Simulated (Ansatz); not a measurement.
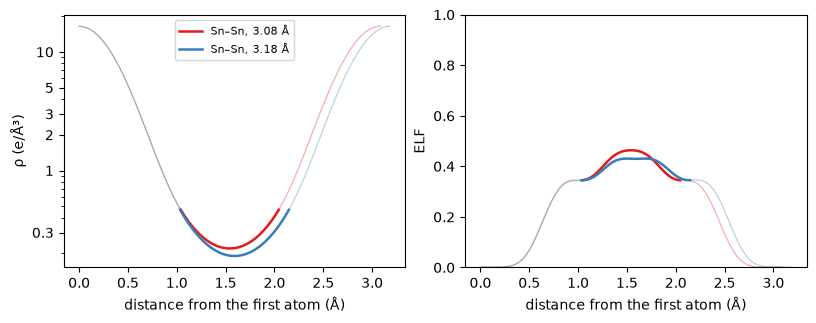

*Sn. Valence pseudo-density and ELF along straight lines between neighbouring atoms. Thin, pale parts lie inside the atomic spheres.*

Space group P-1; computed pressure about −4 GPa in this cell.

Level of theory: Ansatz, DFT PBEsol, scalar-relativistic, plane waves, PAW.

In a PAW calculation such maps are meaningful between the atoms, not at the nuclei.

```
CELL_PARAMETERS angstrom
-3.18150 0.00000 0.00000
-1.59075 1.59075 -2.91565
-0.39753 -9.41199 -6.07417
ATOMIC_POSITIONS crystal
Sn 0.65624 0.78124 0.12500
Sn 0.34376 0.21876 0.87500
Sn 0.11459 0.73959 0.62500
Sn 0.88541 0.26041 0.37500
```

**What can be read from the curves?**

Sn–Sn (3.08 Å): ρ is about 0.22 e/Å³ halfway; the ELF is about 0.45 at the midpoint.
Sn–Sn (3.18 Å): the density is about 0.19 e/Å³ at the midpoint; the ELF is about 0.45 at the midpoint.
